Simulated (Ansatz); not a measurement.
HfSiO$_{4}$

```
Si Hf O
1.0
     3.28569    0.00000    0.00000
     0.00000    3.28569    0.00000
     0.00000    0.00000    5.70049
Si Hf O
1 1 4
Direct
  0.50000 0.50000 0.50000
  0.00000 0.00000 0.00000
  0.50000 0.00000 0.62204
  0.00000 0.50000 0.82363
  0.00000 0.50000 0.37796
  0.50000 0.00000 0.17637
```

Space group P-4m2; a structure from a database of computed crystals, not necessarily the ambient phase; started from the tetragonal host prototype, which need not be the ambient phase.

All numbers below come from DFT, r2SCAN, plane waves, PAW in Ansatz 0.2.0.

The density is the valence pseudo-density of a PAW calculation; it isn't the true density close to the nuclei.

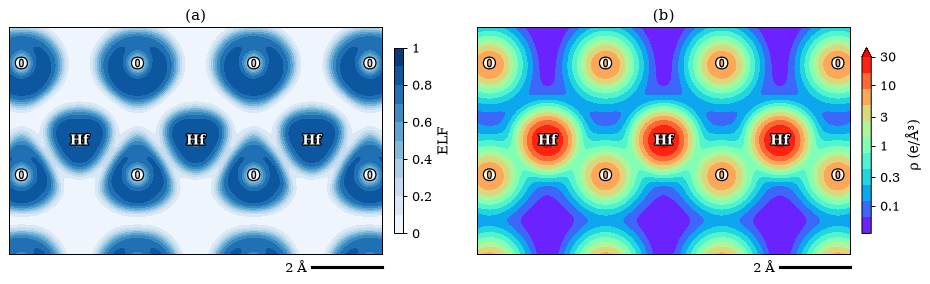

Figure 1. (a) electron localisation function; (b) valence charge density (pseudo) on the (100) plane of the conventional cell.

**Interpret the plot.**

- The section cuts through Hf and O sites.
- Hf–O (1.93 Å): ρ is about 1.2 e/Å³ halfway; the ELF peaks at about 0.80 in the valence shell of O, 0.6 Å from its nucleus, and drops to about 0.20 between the two atoms; no shared electron pair shows on this line.
- Between the atoms the lowest density in this plane is 0.04 e/Å³.
- The features right at Hf lie inside the PAW spheres, where the map follows smoothed inner orbitals and isn't to be read closely.

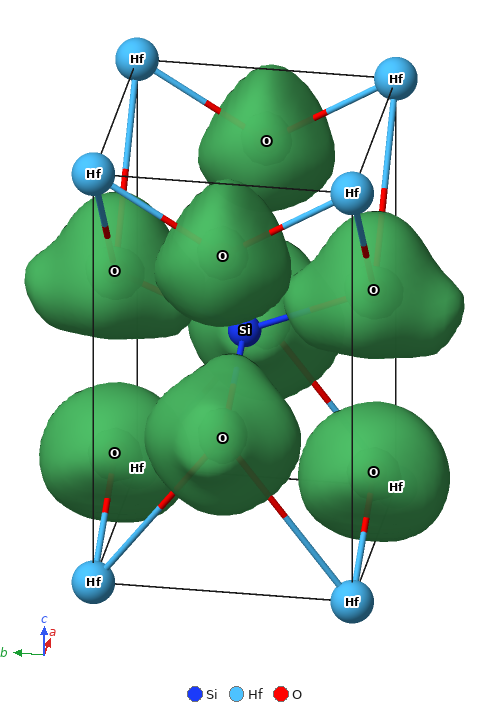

Figure 2. Isosurface of the ELF at 0.65 (green), seen at an oblique angle. Core shells and regions of very low density are left out. Sticks mark near contacts.

**What do the ELF domains correspond to?**

The surface consists of two regions on O in which the atom's valence shell and bonds are merged and two regions wrapped around O (the valence shell of each), counted in one cell of 6 atoms. Regions shared between cells count once. Along the contacts the grid gives the following. Si–O (1.78 Å): the ELF peaks at about 0.85 between the atoms: a polar covalent bond.

**Does the calculation make it a metal, or give it a gap?**

It is gapped, with a Kohn–Sham gap of 3.2 eV on the k-point mesh (the band edges may lie off the mesh, which would make the gap smaller).
